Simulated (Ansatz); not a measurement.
## PbSe (Clausthalite, Fm-3m): lattice thermal conductivity

How well does the lattice of PbSe (Clausthalite) conduct heat?

Measurements to reproduce:
- thermal conductivity 2 W/m/K near room temperature (given in “Combining the AFLOW GIBBS and Elastic Libraries to efficiently and robustly screen thermo-mechanical properties of solids”, 2017, arXiv:1611.05714)
- thermal conductivity 2 W/m/K near room temperature (given in “Predicting the lattice thermal conductivity of solids by solving the Boltzmann transport equation: AFLOW - AAPL an automated, accurate and efficient framework”, 2017, arXiv:1611.05481)

Main program and level: Ansatz 0.2.0; DFT LDA, scalar-relativistic, plane waves, PAW.

**1. The structure**

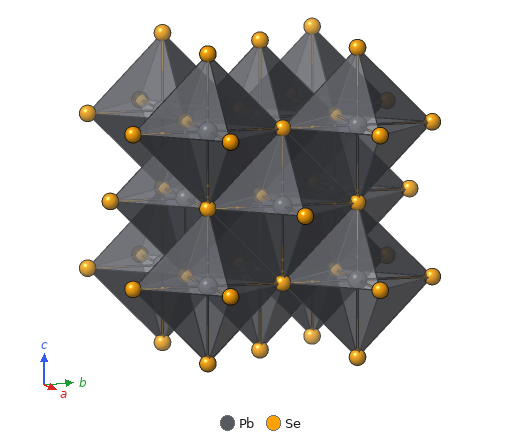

The cell as given, slightly off an axis (lead dark grey, selenium orange). This picture shows the conventional cell, with its axes. Some periodic images of atoms are drawn too.

**2. Probe on a coarse mesh**

A cheap single point shows whether the cell is a metal or an insulator and how far it is from rest; that sets the k-mesh and the occupations of what follows.

File input.yaml:

```yaml
crystal:
  lattice:
    - [0.0, 3.06065, 3.06065]
    - [3.06065, 0.0, 3.06065]
    - [3.06065, 3.06065, 0.0]
  atoms:
    - { symbol: Pb, position: [0.0, 0.0, 0.0] }
    - { symbol: Se, position: [0.5, 0.5, 0.5] }
kpoints:
  mp_grid: { grid: [6, 6, 6] }
hamiltonian:
  xc: lda
scf:
  occupations: { method: gaussian, width: 0.1 }
output:
  forces: true
  stress: true
  eigenvalues: true
```

Command:

```bash
$ ansatz run input.yaml --threads 16 --pin off --max-ram 30720MiB --backend cpu --events-out ev --progress --plain --runs-dir out
```

Numbers of over 12 decimals in the logs are rounded to 6 here.

Output:

```text
Engine: ansatz 0.2.0, aarch64-unknown-linux-gnu
Pseudopotentials: kind: paw
Pseudopotential: Pb, paw, valence charge 14, recommended cutoff 420 eV (normal), Pb.paw.azcp
Pseudopotential: Se, paw, valence charge 16, recommended cutoff 420 eV (normal), Se.paw.azcp
Functional definition: SPW92
  exchange = slater_x
  correlation = pw_c
Crystal: 2 atoms, lattice volume = 57.342 Å³
Basis set: ecut = 420 eV, 1139 PW (Γ)
Bands: 19, of which v1, the nominal top of the filled ones, is band 15 counted from 1 (14 counted from 0)
Symmetry: 48 space group operations
Space group: Fm-3m (ITA 225), of the structure as read, at distance tolerance 3.9e-5 Å
k-points: 16 of 216
Non-local potential: Pb, projectors of the file, l = 0: 2, l = 1: 2, l = 2: 2, l = 3: 2
Non-local potential: Se, projectors of the file, l = 0: 2, l = 1: 2, l = 2: 3, l = 3: 1
PAW form: soft (Blöchl's): semilocal exchange-correlation on the pseudo side does not see the compensation charge
PAW frozen core: Pb, regenerated for the run's functional, and the local potential with it (the file was generated under x = pbe(κ = 0.804, μ = 0.219515), c = pbe(β = 0.066725))
PAW frozen core: Se, regenerated for the run's functional, and the local potential with it (the file was generated under x = pbe(κ = 0.804, μ = 0.219515), c = pbe(β = 0.066725))
PAW one-centre angular grid: Pb, 590 points (default); XC on 64 Gauss nodes
PAW one-centre angular grid: Se, 590 points (default); XC on 64 Gauss nodes
Initial density: superposition of atomic densities (neutral atoms: chi_scale 0, normalization atom), corrected by the library's trained network
Initial wavefunctions: pseudopotential atomic-orbital guess
Functional: x = slater, c = lda
SCF iter   1: F=—  HF=-16986.650127 eV  |F-HF|=—  |Δ(HF+E_count)|=         —  Δρ=4.20e-3  dr2=7.98e-3  ethr=1.77e-3  ⟨swp⟩=5.9  Hψ=1449  notcnv=0
preconditioner: auto → none  [insulator: Δε(μ)=0.160 eV  Ē_g=15.182 eV  σ=0.100 eV  W_gap=0.74  n_scr=14 (ndim 8)  ℏωp=21.9 eV  f_vac=0.019  D(μ)=0.22/eV (n_scr^D=0)  ε∞_Penn≈3.1]
SCF iter   2: F=—  HF=-16986.646477 eV  |F-HF|=—  |Δ(HF+E_count)|=   3.65e-3  Δρ=2.06e-3  dr2=1.27e-3  ethr=2.66e-5  ⟨swp⟩=2.2  Hψ=552  notcnv=0
SCF iter   3: F=—  HF=-16986.646202 eV  |F-HF|=—  |Δ(HF+E_count)|=   2.74e-4  Δρ=6.13e-4  dr2=3.57e-4  ethr=4.25e-6  ⟨swp⟩=2.0  Hψ=464  notcnv=0
SCF iter   4: F=—  HF=-16986.646090 eV  |F-HF|=—  |Δ(HF+E_count)|=   1.12e-4  Δρ=1.73e-4  dr2=7.77e-6  ethr=1.19e-6  ⟨swp⟩=2.2  Hψ=526  notcnv=0
SCF iter   5: F=—  HF=-16986.646086 eV  |F-HF|=—  |Δ(HF+E_count)|=   4.60e-6  Δρ=2.53e-5  dr2=4.16e-7  ethr=2.59e-8  ⟨swp⟩=2.0  Hψ=545  notcnv=0
SCF iter   6: F=-16986.646085 eV  HF=-16986.646085 eV  |F-HF|=2.06e-8  |Δ(HF+E_count)|=   3.68e-7  Δρ=7.29e-6  dr2=3.02e-8  ethr=3.33e-10  ⟨swp⟩=5.8  Hψ=1407  notcnv=0
SCF 1 converged in 6 iterations: F = -16986.646085 eV  dr2 = 3.02e-8
  greatest PAW one-centre occupation: 1.000 electrons in one spin orbital (limit 2), on the Se atom at site 1 (counted from 0), in its partial waves of l = 2
SCF converged after 6 iterations
Free energy (F): -16986.646085 eV
Harris-Foulkes:  -16986.646085 eV  (|F-HF|=2.06e-8)
Internal energy: -16986.645200 eV  (E = F + TS)
E sigma→0 (E₀):  -16986.645643 eV
Entropy (-TS):   -0.000885 eV (-0.443 meV/atom)
Fermi energy:    8.750123 eV
--- Per-component energies (eV) ---
  E_band       = -436.715504
  E_kinetic    = 406.902276
  E_local      = -3539.821136  (includes V_loc(G=0)·N_el)
  E_nonlocal   = -235.206166
  E_hartree    = 1641.820823
  E_xc         = -323.271505
  E_vxc        = -232.570979  (∫ρ·V_xc dr)
  E_paw        = -11927.501365  (= ΣΔE_a)
  E_vpaw       = -119.669744  (= ΣTr[D̂ρ^β])
  E_aug_tail   = -0.000515  (compensation charges beyond the density's cutoff)
  E_ewald      = -3011.707258
  E_core_change = 2.139649  (= ΣΔE_core)
  E_smearing   = -0.000885  (= −TS)
  E_closure    = -0.000000  (closes the sum)
  Σ components = -16986.646085   (vs F -16986.646085, Δ=0.00e0)
--- Forces (eV/Å), atoms counted from 1 ---
  atom   1  Pb    -0.00000000     0.00000000     0.00000000
  atom   2  Se     0.00000000    -0.00000000    -0.00000000
  max |Σ_I F_I| component: 2.28e-29 eV/Å
--- Stress (GPa, compression-positive) ---
       -2.187147      -0.000000       0.000000
       -0.000000      -2.187147      -0.000000
       -0.000000      -0.000000      -2.187147
  P = ⅓ Tr σ = -2.1871 GPa (-21.871 kbar)
--- Band table (eV; the first three rows and the last of 16) ---
  k-point 0: bands = [... 11 lower, 2.2381, 6.8179, 6.8179, 6.8179, 13.2790, 13.2790, 13.2790, 15.1858]
  k-point 1: bands = [... 11 lower, 1.6028, 6.8927, 6.8927, 7.2438, 11.7065, 12.2518, 12.2518, 14.9320]
  k-point 2: bands = [... 11 lower, 0.4188, 7.0960, 7.0960, 7.9660, 9.9229, 10.8791, 10.8791, 15.6782]
  k-point 15: bands = [... 11 lower, 0.6983, 4.0345, 4.8956, 7.0421, 11.5419, 12.9951, 14.0789, 15.1407]
```

Run time: 0.55 s. Hardware: 16 threads of Arm Neoverse N1, shared host; peak memory 0.39 GiB; 2.7 s of CPU time.

This step gave:

```
pressure          : -2.187 GPa
volume per atom   : 28.67 Å³
gap on the k-mesh : 0.1853 eV
```

The start is under -2.2 GPa at this level and looks like an insulator or semiconductor on this mesh.

**3. Finding the static equilibrium**

The vibrations must be taken about the equilibrium of this functional, not about the starting cell, so the structure is relaxed.

input.yaml, the sections that differ from step 2:

```yaml
kpoints:
  mp_grid: { grid: [10, 10, 10] }
scf:
  occupations: { method: gaussian, width: 0.01 }
relax:
  adjacent_minimum: "off"
  f_tol: 0.005
  max_steps: 80
  cell: { stress_tol: 0.05 }
# crystal, hamiltonian, output: as in step 2
```

Output:

```text
[...]
Crystal: 2 atoms, lattice volume = 57.342 Å³
Basis set: ecut = 420 eV, 1139 PW (Γ)
Bands: 19, of which v1, the nominal top of the filled ones, is band 15 counted from 1 (14 counted from 0)
Symmetry: 48 space group operations
[...]
k-points: 47 of 1000
[...]
SCF iter   1: F=—  HF=-16986.644855 eV  |F-HF|=—  |Δ(HF+E_count)|=         —  Δρ=4.17e-3  dr2=7.03e-3  ethr=1.77e-3  ⟨swp⟩=6.4  Hψ=4300  notcnv=0
[...]
SCF iter   6: F=-16986.641430 eV  HF=-16986.641430 eV  |F-HF|=5.95e-8  |Δ(HF+E_count)|=   4.97e-7  Δρ=9.67e-6  dr2=6.27e-8  ethr=3.33e-10  ⟨swp⟩=5.7  Hψ=4155  notcnv=0
SCF 1 converged in 6 iterations: F = -16986.641430 eV  dr2 = 6.27e-8
[...]
relax step   1: F+E_penalty+E_count = -16986.64143031 eV  Δ(F+E_penalty+E_count) = +0.000e0 eV  max|allowed force component| = 4.602e-31 eV/Å  Δτ_max = 0.0000 Å  P = -2.097 GPa  Ω = 57.342 Å³  (6 SCF iters, dr2 threshold 1.00e-7 eV, accepted)
Crystal: 2 atoms, lattice volume = 54.004 Å³
Basis set: ecut = 420 eV, 1067 PW (Γ)
[...]
iter 1 solved again at ethr=4.70e-6 eV; its pass at ethr=3.10e-3 eV (dr2=1.41e-3 eV) is discarded
[...]
SCF iter   6: F=-16986.652605 eV  HF=-16986.652605 eV  |F-HF|=2.33e-10  |Δ(HF+E_count)|=   4.50e-9  Δρ=5.63e-7  dr2=1.62e-10  ethr=1.02e-11  ⟨swp⟩=1.2  Hψ=2736  notcnv=0
SCF 2 converged in 6 iterations: F = -16986.652605 eV  dr2 = 1.62e-10
relax step   2: F+E_penalty+E_count = -16986.65260466 eV  Δ(F+E_penalty+E_count) = -1.117e-2 eV  max|allowed force component| = 8.217e-31 eV/Å  Δτ_max = 0.0000 Å  P = +1.192 GPa  Ω = 54.004 Å³  energy of the carried Pulay correction = +4.991e-4 eV  (6 SCF iters, dr2 threshold 2.00e-7 eV, accepted)
Crystal: 2 atoms, lattice volume = 55.167 Å³
[...]
SCF iter   4: F=-16986.656667 eV  HF=-16986.656667 eV  |F-HF|=1.18e-8  |Δ(HF+E_count)|=   9.45e-7  Δρ=1.74e-5  dr2=5.98e-8  ethr=6.67e-10  ⟨swp⟩=4.0  Hψ=4025  notcnv=0
SCF 3 converged in 4 iterations: F = -16986.656667 eV  dr2 = 5.98e-8
relax step   3: F+E_penalty+E_count = -16986.65666672 eV  Δ(F+E_penalty+E_count) = -4.062e-3 eV  max|allowed force component| = 6.050e-31 eV/Å  Δτ_max = 0.0000 Å  P = -0.027 GPa  Ω = 55.167 Å³  energy of the carried Pulay correction = +3.194e-4 eV  (4 SCF iters, dr2 threshold 2.00e-7 eV, accepted)
[...]
SCF iter   5: F=-16986.656364 eV  HF=-16986.656364 eV  |F-HF|=0.00e0  |Δ(HF+E_count)|=    0.00e0  Δρ=2.97e-8  dr2=4.93e-13  ethr=1.00e-12  ⟨swp⟩=5.3  Hψ=3816  notcnv=0
SCF 4 converged in 5 iterations: F = -16986.656364 eV  dr2 = 4.93e-13
relax step   4: F+E_penalty+E_count = -16986.65636356 eV  Δ(F+E_penalty+E_count) = +3.032e-4 eV  max|allowed force component| = 1.430e-30 eV/Å  Δτ_max = 0.0000 Å  P = -0.029 GPa  Ω = 55.167 Å³  stress off target by 2.90e-2 GPa  SCF on the basis re-selected at this cell (its energy is not comparable with the rows above)  (5 SCF iters)
basis re-selected at this cell: Δ(F+E_penalty+E_count) = +3.032e-4 eV, ΔP = -0.002 GPa vs the last step (what re-selecting the basis moved, of the pressure what is left beyond the Pulay correction that the steps carried, after the strain that the cell walked since its last selection, with what the two solves' SCF thresholds leave and, on support functions, any second-order correction that the steps lacked; it is no m [...]
SCF converged after 5 iterations
Free energy (F): -16986.656364 eV
[...]
Internal energy: -16986.656363 eV  (E = F + TS)
E sigma→0 (E₀):  -16986.656364 eV
Entropy (-TS):   -0.000000 eV (-0.000 meV/atom)
Fermi energy:    9.365024 eV
[...]
--- Stress (GPa, compression-positive) ---
       -0.028980      -0.000000      -0.000000
       -0.000000      -0.028980      -0.000000
       -0.000000      -0.000000      -0.028980
  P = ⅓ Tr σ = -0.0290 GPa (-0.290 kbar)
--- Band table (eV; the first three rows and the last of 47) ---
  k-point 0: bands = [... 11 lower, 2.9446, 7.2877, 7.2877, 7.2877, 14.0079, 14.0079, 14.0079, 15.7487]
  k-point 1: bands = [... 11 lower, 2.6550, 7.3166, 7.3166, 7.4937, 13.2130, 13.5183, 13.5183, 15.5700]
  k-point 2: bands = [... 11 lower, 1.9617, 7.4027, 7.4027, 7.9463, 11.9499, 12.5895, 12.5895, 15.5433]
  k-point 46: bands = [... 11 lower, 1.1121, 4.5216, 5.0755, 8.0656, 11.5645, 13.8270, 14.5916, 16.3104]
--- Relaxed structure (3 steps of the walk, 3 accepted, 1 SCFs on fresh bases) ---
  F+E_penalty+E_count = -16986.65636356 eV   max|allowed force component| = 1.430e-30 eV/Å   (the final SCF, on the basis selected at the relaxed cell)
  cell:  # Å, volume = 55.1674 Å³
    - [0, 3.021465, 3.021465]
    - [3.021465, 0, 3.021465]
    - [3.021465, 3.021465, 0]
  atoms:
    - { symbol: Pb, position: [0, 0, 0] }
    - { symbol: Se, position: [0.5, 0.5, 0.5] }
```

Elapsed: 2.5 s, on 16 threads; peak memory 0.49 GiB.

Relaxation path:

| step | energy less that of the first step (eV) | largest force component (eV/Å) | pressure (GPa) | volume (Å³) |
| --- | --- | --- | --- | --- |
| 1 | 0.0000 | 0.0000 | -2.10 | 57.34 |
| 2 | -0.0112 | 0.0000 | 1.19 | 54.00 |
| 3 | -0.0152 | 0.0000 | -0.03 | 55.17 |
| 4* | -0.0149 | 0.0000 | -0.03 | 55.17 |

Relaxation steps marked * repeat the geometry before them on a plane-wave basis chosen anew for their cell, so energy and pressure can jump there.

Forces are held to the 48 operations that the run works with; a distortion that breaks them can't arise in this run.

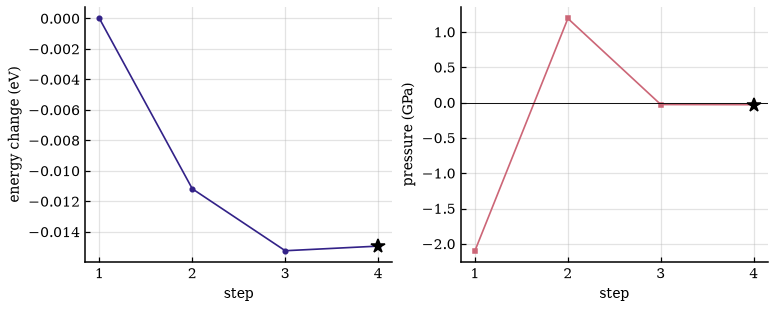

Energy and pressure along the relaxation. Stars mark steps on a basis chosen anew.

| conventional cell, symmetrised | before | after | change |
| --- | --- | --- | --- |
| a (Å) | 6.121 | 6.043 | -1.3 % |
| b (Å) | 6.121 | 6.043 | -1.3 % |
| c (Å) | 6.121 | 6.043 | -1.3 % |
| volume (Å³/atom) | 28.67 | 27.58 | -3.8 % |

Final coordinates:

```cif
data_structure
_symmetry_space_group_name_H-M 'P 1'
_symmetry_Int_Tables_number 1
_cell_length_a 4.2730
_cell_length_b 4.2730
_cell_length_c 4.2730
_cell_angle_alpha 60.000
_cell_angle_beta 60.000
_cell_angle_gamma 60.000
_cell_volume 55.17
loop_
_atom_site_label
_atom_site_type_symbol
_atom_site_fract_x
_atom_site_fract_y
_atom_site_fract_z
_atom_site_occupancy
Pb1 Pb 0.00000 0.00000 0.00000 1
Se2 Se 0.50000 0.50000 0.50000 1
```

Numbers from this step:

```yaml
pressure: -0.02898 GPa
volume_per_atom: 27.58 Å³
gap_on_the_k_mesh: 0.05093 eV
```

The relaxation ends with a pressure of -0.03 GPa.

**4. Tight relaxation**

The relaxation is repeated with tighter thresholds on force and stress, since phonons are sensitive to what is left; a change of mesh or smearing in the input moves the cell too.

input.yaml, the sections that differ from step 3:

```yaml
crystal:
  lattice:
    - [0.0, 3.0214650872, 3.0214650872]
    - [3.0214650872, 0.0, 3.0214650872]
    - [3.0214650872, 3.0214650872, 0.0]
  atoms:
    - { symbol: Pb, position: [0.0, 0.0, 0.0] }
    - { symbol: Se, position: [0.5, 0.5, 0.5] }
kpoints:
  mp_grid: { grid: [12, 12, 12] }
relax:
  adjacent_minimum: "off"
  f_tol: 0.001
  max_steps: 60
  cell: { stress_tol: 0.01 }
# hamiltonian, scf, output: as in step 3
```

Output:

```text
[...]
Crystal: 2 atoms, lattice volume = 55.167 Å³
Basis set: ecut = 420 eV, 1067 PW (Γ)
Bands: 19, of which v1, the nominal top of the filled ones, is band 15 counted from 1 (14 counted from 0)
Symmetry: 48 space group operations
[...]
k-points: 72 of 1728
[...]
k-point 71: bands = [... 11 lower, 1.0627, 4.7911, 4.7911, 8.4819, 11.0802, 14.2251, 14.2251, 17.0663]
--- Relaxed structure (3 steps of the walk, 3 accepted, 1 SCFs on fresh bases) ---
[...]
cell:  # Å, volume = 55.1432 Å³
    - [0, 3.021023, 3.021023]
    - [3.021023, 0, 3.021023]
    - [3.021023, 3.021023, 0]
  atoms:
    - { symbol: Pb, position: [0, 0, 0] }
    - { symbol: Se, position: [0.5, 0.5, 0.5] }
[key lines of the parts left out:]
SCF converged after 6 iterations
Free energy (F): -16986.656100 eV
Fermi energy:    9.372247 eV
P = ⅓ Tr σ = -0.0001 GPa (-0.001 kbar)
```

The job ended after 2.9 s (16 threads; peak memory 0.53 GiB).

Little changed from the start: no atom moved by 0.005 Å and no cell edge by 0.1 %.

This step gave:

```yaml
pressure: -1.24e-4 GPa
volume_per_atom: 27.57 Å³
gap_on_the_k_mesh: 0.04922 eV
```

The residual pressure is -1.2e-4 GPa, small enough for phonons.

(Continued in part 2 of 2.)

[Logs are printed without paths, hosts, clocks, repeated set-up lines and the standing remarks that a program may print on its own settings, such as how far it seeks lower states.]

[Hosts, paths, dates, database ids (printed as entryN), source tags and the programs' standing remarks are cut or masked in the printed files.]

[A step with changed settings may run another functional than the one named; its input shows which.]
